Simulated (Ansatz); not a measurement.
**Phonon calculation of AlAs**

- system: AlAs (F-43m, 2 atoms in the cell)
- method: DFT LDA, scalar-relativistic, plane waves, PAW, no spin polarisation (Ansatz 0.2.0)

The structure derives from an entry of the Crystallography Open Database. It belongs to a series of runs on one base structure; here: zone-centre phonons at 16 GPa. Figures and captions count atoms from 1; the log counts them from 0 in places.

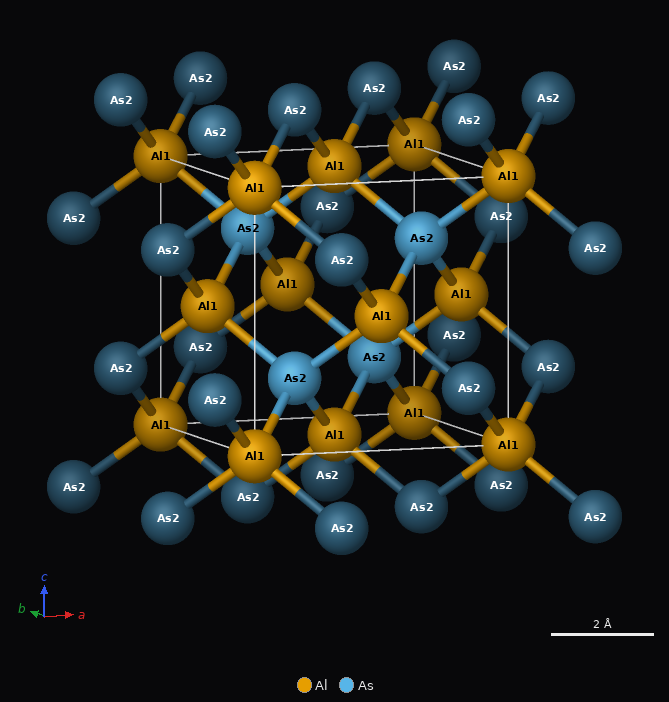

The structure (ball-and-stick view of the cell 4 times as large as that of the calculation, set on its symmetry axes, seen slightly off an axis; neighbours outside the cell are drawn fainter; atoms are numbered from 1 in the order of the input). Near neighbours in the crystal (not all of them lie inside the picture): Al has 4 As at 2.32 Å; As has 4 Al at 2.32 Å.

## The input
```yaml
crystal:
  lattice:
    - [0.0, 2.6741263052, 2.6741263052]
    - [2.6741263052, 0.0, 2.6741263052]
    - [2.6741263052, 2.6741263052, 0.0]
  atoms:
    - { symbol: Al, position: [0.0, 0.0, 0.0] }
    - { symbol: As, position: [0.75, 0.75, 0.75] }
basis:
  ecutwfc: 420
kpoints:
  mp_grid: { grid: [10, 10, 10] }
hamiltonian:
  xc: lda
scf:
  occupations: { method: fixed }
output:
  eigenvalues: true
phonons:
  method: dfpt
  dielectric: true
  rigid_motions: translations
  eigenvectors: true
```

Launched with:
```bash
ansatz run input.yaml --threads 1 --pin off --max-ram 3072MiB --backend cpu --events-out ev --progress --plain --runs-dir out
```

## Log
```
Engine: ansatz 0.2.0, x86_64-unknown-linux-gnu
Pseudopotentials: kind: paw
Pseudopotential: Al, paw, valence charge 3, recommended cutoff 420 eV (normal), Al.paw.azcp
Pseudopotential: As, paw, valence charge 15, recommended cutoff 420 eV (normal), As.paw.azcp
Functional definition: SPW92
  exchange = slater_x
  correlation = pw_c
Crystal: 2 atoms, lattice volume = 38.245 Å³
Basis set: ecut = 420 eV, 725 PW (Γ), exchange–correlation on 54×54×54 points (8 copies of the dense FFT grid, shifted against one another)
Bands: 13, of which v1, the nominal top of the filled ones, is band 9 counted from 1 (8 counted from 0)
Symmetry: 24 space group operations
k-points: 171 of 1000 (irreducible under 4 space group operations, time reversal used)
Non-local potential: Al, projectors of the file, l = 0: 2, l = 1: 2, l = 2: 1
Non-local potential: As, projectors of the file, l = 0: 2, l = 1: 2, l = 2: 3, l = 3: 1
PAW form: soft (Blöchl's): semilocal exchange-correlation on the pseudo side does not see the compensation charge
PAW frozen core: Al, regenerated for the run's functional, and the local potential with it (the file was generated under x = pbe(κ = 0.804, μ = 0.2195149727645171), c = pbe(β = 0.06672455060314922))
PAW frozen core: As, regenerated for the run's functional, and the local potential with it (the file was generated under x = pbe(κ = 0.804, μ = 0.2195149727645171), c = pbe(β = 0.06672455060314922))
PAW one-centre angular grid: Al, 110 points (default); XC on 64 Gauss nodes
PAW one-centre angular grid: As, 590 points (default); XC on 64 Gauss nodes
Initial density: superposition of atomic densities (neutral atoms: chi_scale 0, normalization atom), corrected by the library's trained network
Initial wavefunctions: pseudopotential atomic-orbital guess
Functional: x = slater, c = lda
SCF iter   1: F=—  HF=-5287.214978 eV  |F-HF|=—  |Δ(HF+E_count)|=         —  Δρ=4.02e-3  dr2=2.50e-3  ethr=1.77e-3  ⟨swp⟩=4.9  Hψ=11587  notcnv=0  defer=327
preconditioner: auto → none  [insulator: Δε(μ)=1.039 eV  Ē_g=10.799 eV  n_scr=14 (ndim 8)  ℏωp=17.0 eV  f_vac=0.000  ε∞_Penn≈3.5]
SCF iter   2: F=—  HF=-5287.213966 eV  |F-HF|=—  |Δ(HF+E_count)|=   1.01e-3  Δρ=1.95e-3  dr2=5.53e-4  ethr=1.39e-5  ⟨swp⟩=3.0  Hψ=4785  notcnv=0  defer=330
SCF iter   3: F=—  HF=-5287.213883 eV  |F-HF|=—  |Δ(HF+E_count)|=   8.27e-5  Δρ=1.86e-4  dr2=1.26e-5  ethr=3.07e-6  ⟨swp⟩=2.0  Hψ=4034  notcnv=0  defer=326
SCF iter   4: F=—  HF=-5287.213873 eV  |F-HF|=—  |Δ(HF+E_count)|=   1.04e-5  Δρ=6.17e-5  dr2=2.45e-6  ethr=6.98e-8  ⟨swp⟩=2.0  Hψ=3762  notcnv=0  defer=96
SCF iter   5: F=—  HF=-5287.213871 eV  |F-HF|=—  |Δ(HF+E_count)|=   1.74e-6  Δρ=2.67e-5  dr2=3.94e-7  ethr=1.36e-8  ⟨swp⟩=2.9  Hψ=3807  notcnv=0
SCF iter   6: F=—  HF=-5287.213871 eV  |F-HF|=—  |Δ(HF+E_count)|=   7.46e-7  Δρ=5.82e-6  dr2=1.99e-8  ethr=2.19e-9  ⟨swp⟩=2.0  Hψ=3762  notcnv=0
SCF iter   7: F=—  HF=-5287.213871 eV  |F-HF|=—  |Δ(HF+E_count)|=   1.89e-8  Δρ=6.32e-7  dr2=2.10e-10  ethr=1.10e-10  ⟨swp⟩=2.0  Hψ=3762  notcnv=0
SCF iter   8: F=-5287.213871 eV  HF=-5287.213871 eV  |F-HF|=9.09e-13  |Δ(HF+E_count)|=  2.38e-10  Δρ=4.59e-8  dr2=8.42e-13  ethr=1.00e-12  ⟨swp⟩=7.1  Hψ=12349  notcnv=0
SCF 1 converged in 8 iterations: F = -5287.213871 eV  dr2 = 8.42e-13
  greatest PAW one-centre occupation: 0.999 electrons in one spin orbital (limit 2), on the As atom at site 1 (counted from 0), in its partial waves of l = 2
NSCF: frozen V_eff on 2 k-points
DFPT response loops at Γ: preconditioner auto → none (the input reference at scf.mixing.eps_inf says where Resta's filter doesn't serve); β = 0.50; Broyden in place of MSR1
── the response to a field inside a basis, on 10×10×10 k-points: an SCF that follows is theirs, and a resumed run solves both again ──
Bands: 10, of which v1, the nominal top of the filled ones, is band 9 counted from 1 (8 counted from 0)
k-points: 110 of 1000 (irreducible under 6 space group operations, time reversal used)
Initial density: handed on by an earlier stage of this run
Initial wavefunctions: pseudopotential atomic-orbital guess (no wavefunctions were taken with the density)
Eigensolver: Dense (110 Hₖ)
SCF iter   1: F=—  HF=-5287.212961 eV  |F-HF|=—  |Δ(HF+E_count)|=         —  Δρ=8.05e-5  dr2=8.73e-7  ethr=1.00e-1
preconditioner: auto → none  [insulator: Δε(μ)=1.190 eV  Ē_g=8.336 eV  n_scr=14 (ndim 8)  ℏωp=17.0 eV  f_vac=0.000  ε∞_Penn≈5.2]
SCF iter   2: F=—  HF=-5287.212960 eV  |F-HF|=—  |Δ(HF+E_count)|=   1.29e-6  Δρ=4.98e-5  dr2=4.40e-7  ethr=4.85e-9
SCF iter   3: F=-5287.212960 eV  HF=-5287.212960 eV  |F-HF|=2.50e-8  |Δ(HF+E_count)|=   1.10e-8  Δρ=1.64e-5  dr2=4.66e-8  ethr=2.44e-9
SCF 1 converged in 3 iterations: F = -5287.212960 eV  dr2 = 4.66e-8
DFPT response loops at Γ: mixed as the last ones told, above
SCF converged after 8 iterations
Free energy (F): -5287.213871 eV
Harris-Foulkes:  -5287.213871 eV  (|F-HF|=9.09e-13)
Internal energy: -5287.213871 eV  (E = F + TS)
E sigma→0 (E₀):  -5287.213871 eV
Fermi energy:    8.137072 eV
--- Per-component energies (eV) ---
  E_band       = -240.196439
  E_kinetic    = 132.848866
  E_local      = -1987.741240  (includes V_loc(G=0)·N_el)
  E_nonlocal   = -653.436161
  E_hartree    = 1079.007122
  E_xc         = -120.985058
  E_vxc        = -112.305986  (∫ρ·V_xc dr)
  E_paw        = -2197.595237  (= ΣΔE_a)
  E_vpaw       = 222.423780  (= ΣTr[D̂ρ^β])
  E_aug_tail   = 0.000005  (compensation charges beyond the density's cutoff)
  E_ewald      = -1541.443115
  E_core_change = 2.130947  (= ΣΔE_core)
  E_smearing   = -0.000000  (= −TS)
  E_closure    = 0.000000  (closes the sum)
  Σ components = -5287.213871   (vs F -5287.213871, Δ=0.00e0)
--- Band table (eV; the first three rows and the last of 171) ---
  k-point 0: bands = ["-26.4266", "-26.4266", "-26.4266", "-26.4080", "-26.4080", "-4.8158", "8.1371", "8.1371", "8.1371", "11.3906", "12.7107", "12.7107", "12.7107"]
  k-point 1: bands = ["-26.4266", "-26.4264", "-26.4264", "-26.4079", "-26.4079", "-4.6954", "7.0720", "8.0114", "8.0114", "11.8271", "12.9343", "12.9343", "13.1182"]
  k-point 2: bands = ["-26.4264", "-26.4259", "-26.4259", "-26.4079", "-26.4079", "-4.3472", "5.2682", "7.7322", "7.7322", "11.5709", "13.3012", "13.3012", "14.7297"]
  k-point 170: bands = ["-26.4259", "-26.4251", "-26.4229", "-26.4084", "-26.4069", "-2.3080", "2.5420", "4.1372", "5.1875", "12.2734", "13.5742", "14.9046", "15.4152"]
--- Phonons (Γ-DFPT): 2 representative perturbations + reference, on 171 of 1000 k-points (Σ response iterations 6) ---
  k mesh reduced under 4 symmetry operations, with k and −k counted as one. Each operation leaves every solved perturbation unchanged. A smaller set is not considered because the run solves the response to a homogeneous field
  ASR residual: 3.299e-5 → 0.000e0 eV/Å²; symmetrization residual: 2.000e-6 eV/Å²
  ASR residual per site (eV/Å²): 1.42e-6 3.30e-5
  Γ frequencies (cm⁻¹): 0.00 0.00 0.00 427.20 427.20 427.20
  ε∞ (high-frequency dielectric tensor):
        8.910494     0.000000     0.000000
        0.000000     8.910494     0.000000
        0.000000     0.000000     8.910494
  ε⁰ (static dielectric tensor: ions relaxed, cell fixed):
       10.403234     0.000000    -0.000000
        0.000000    10.403234     0.000000
       -0.000000     0.000000    10.403234
  ε⁰ − ε∞ (ionic part):
        1.492740    -0.000000    -0.000000
       -0.000000     1.492740     0.000000
       -0.000000     0.000000     1.492740
  softest optical mode at Γ: 427.20 cm⁻¹; the repairs (sum rule, projections) moved no ω² at Γ by more than (0.49 cm⁻¹)²
  Born effective charges Z* (e; rows j = field, columns β = displacement):
    site 0:
         2.04947    0.00000   -0.00000
        -0.00000    2.04947    0.00000
        -0.00000   -0.00000    2.04947
    site 1:
        -2.04947   -0.00000    0.00000
         0.00000   -2.04947   -0.00000
         0.00000    0.00000   -2.04947
  Z* charge neutrality: 8.212e-5 e pre-enforcement
  solved inside a basis spanned on kpoints, on 10×10×10 k-points, its susceptibility summed on 14×14×14: ε∞ is read to err by 2.4e-2, Z* by 1.6e-2 e (field_mesh: kpoints solves on kpoints); Z* is corrected for what the basis lacks
  optical modes at Γ without the LO–TO term, one row a degenerate level:
      ω (cm⁻¹)  modes    IR ((D/Å)²/amu)
        427.20      3            14.6548
  optical modes at Γ + LO–TO along q̂ = [1.0000, 0.0000, 0.0000]:
      ω (cm⁻¹)  modes    IR ((D/Å)²/amu)
        427.20      2             9.7699
        461.60      1             4.8849
  optical modes at Γ + LO–TO along q̂ = [0.0000, 1.0000, 0.0000]:
      ω (cm⁻¹)  modes    IR ((D/Å)²/amu)
        427.20      2             9.7699
        461.60      1             4.8849
  optical modes at Γ + LO–TO along q̂ = [0.0000, 0.0000, 1.0000]:
      ω (cm⁻¹)  modes    IR ((D/Å)²/amu)
        427.20      2             9.7699
        461.60      1             4.8849
```

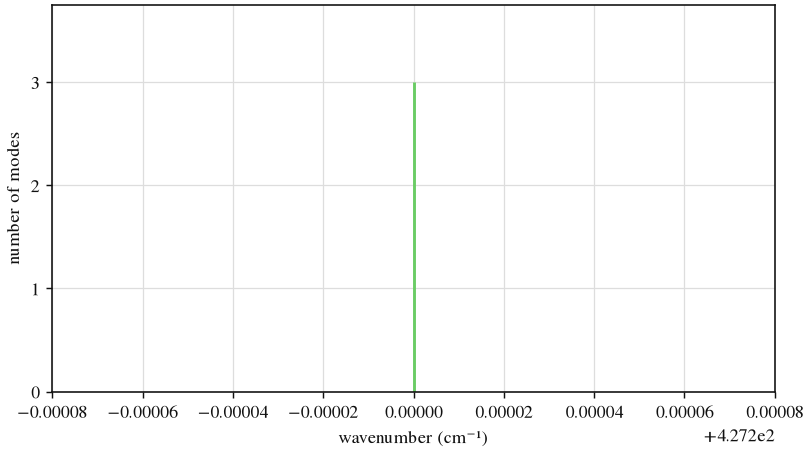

Optical phonons at the zone centre (no LO–TO term); neighbouring modes closer than 3 cm⁻¹ are counted in one stick. 3 modes from 427 to 427 cm⁻¹, none imaginary.

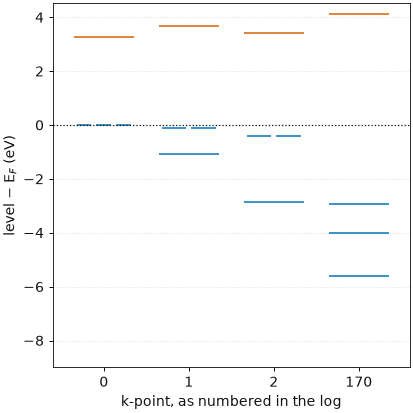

Kohn–Sham levels near the Fermi level (dotted) at the few k-points that the log prints; levels within 0.02 eV of each other stand side by side. Among these points the highest filled and lowest empty levels are 3.25 eV apart; the gap on the full mesh, 1.03 eV, has an edge at a point that isn't printed.

## Summary

```csv
quantity,value
outcome,converged
space group (tolerance 0.01 Å),F-43m (216)
electrons treated,18
free energy,−5287.2139 eV
Fermi energy,8.137 eV
gap on the k-point mesh,1.03 eV
"ε∞ (xx, yy, zz)","8.91, 8.91, 8.91"
Born charges (mean of the diagonal),Al1 (2.05 e); As2 (−2.05 e)
hardware,"1 thread of Intel Xeon @ 2.50GHz (Skylake/Cascade Lake), 32 GiB of memory available, shared host"
wall time,83 s
peak memory,0.65 GiB
```
